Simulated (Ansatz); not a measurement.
# Ta$_{3}$Si$_{6}$H (distorted or defective cell): what the fields show

Input file:

```
crystal:
  lattice:
    - [4.8051009206, 0.0, 0.0]
    - [-2.4025504603, 4.161339465, 0.0]
    - [0.0, 0.0, 6.5988658849]
  atoms:
    - { symbol: Ta, position: [0.5, 0.0, 0.5] }
    - { symbol: Ta, position: [0.5, 0.5, 0.8333333333] }
    - { symbol: Ta, position: [0.0, 0.5, 0.1666666667] }
    - { symbol: Si, position: [0.1589199921, 0.3178399842, 0.5] }
    - { symbol: Si, position: [0.8410800079, 0.1589199921, 0.8333333333] }
    - { symbol: Si, position: [0.6821600158, 0.8410800079, 0.1666666667] }
    - { symbol: Si, position: [0.8410800079, 0.6821600158, 0.5] }
    - { symbol: Si, position: [0.1589199921, 0.8410800079, 0.8333333333] }
    - { symbol: Si, position: [0.3178399842, 0.1589199921, 0.1666666667] }
    - { symbol: H, position: [0.6744133412, 0.3488266824, 0.6666666667] }
basis:
  ecutwfc: 420
kpoints:
  mp_grid: { grid: [9, 9, 6] }
hamiltonian:
  xc: pbe
scf:
  occupations: { method: gaussian, width: 0.15 }
output:
  forces: true
  stress: true
  eigenvalues: true
  write_density: true
  write_potential: true
  elf: true
  volumetric_format: npy
```

Launched as:

```sh
ansatz run input.yaml --threads 4 --pin off --max-ram 8192MiB --backend cpu --events-out ev --progress --plain --runs-dir out
```

Not relaxed (largest force 1.7 eV/Å); computed pressure about 5 GPa in this cell.

Level of theory: DFT PBE, scalar-relativistic, plane waves, PAW (Ansatz 0.2.0).

In a PAW calculation such maps are meaningful between the atoms, not at the nuclei.

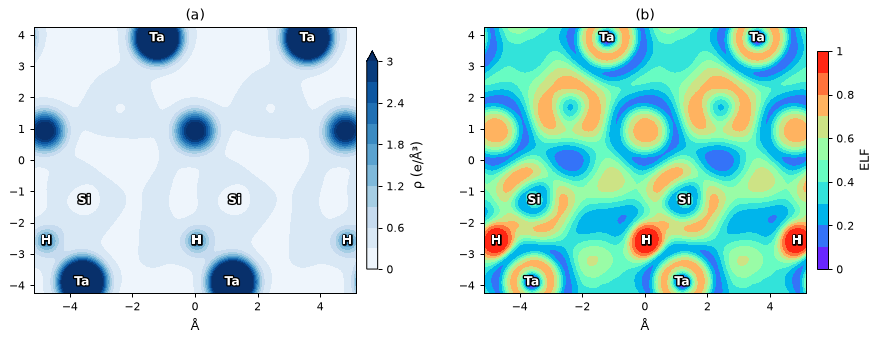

Figure 1. (a) valence pseudo-density; (b) ELF on the (101) plane of the calculation cell.

Read the bonding off the picture.

Answer.
- The plane passes through Ta, Si and H nuclei.
- Atoms just off the plane (Ta, 0.6 Å away and Si, 0.5 Å away) can leave unmarked features too.
- Ta–H (1.75 Å): the density is about 1.2 e/Å³ at the midpoint; the ELF climbs to about 1 towards the hydrogen.
- Ta–Si (2.62 Å): ρ is about 0.41 e/Å³ halfway; the ELF peaks at about 0.70 in the valence shell of Si, 0.9 Å from its nucleus, and is about 0.40 at the midpoint.
- Between the atoms the lowest density in this plane is 0.15 e/Å³.
- The features right at Ta lie inside the PAW spheres, where the map follows smoothed inner orbitals and isn't to be read closely.

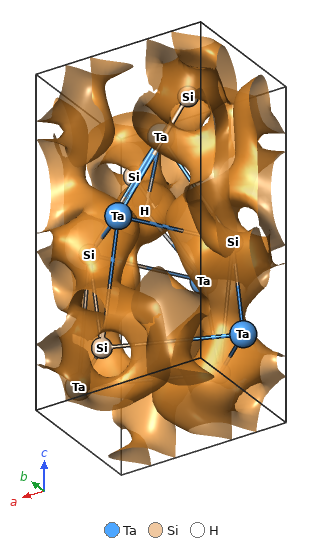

Figure 2. Isosurface of the ELF at 0.6 (orange), seen at an oblique angle. Only the valence region is drawn (cores and ρ < 0.01 e/Å³ removed). Sticks mark near contacts.

Identify the bonds, lone pairs and shells in this picture.

Answer. The surface consists of sheets that run through the cell in two directions, counted in one cell of 10 atoms. Regions shared between cells count once. Along the contacts the grid gives the following. Si–Si (2.57 Å): the ELF peaks at about 0.75 between the atoms.

Does the calculation give a band gap?

Answer. It is metallic or semimetallic at this level of theory: no gap opens.
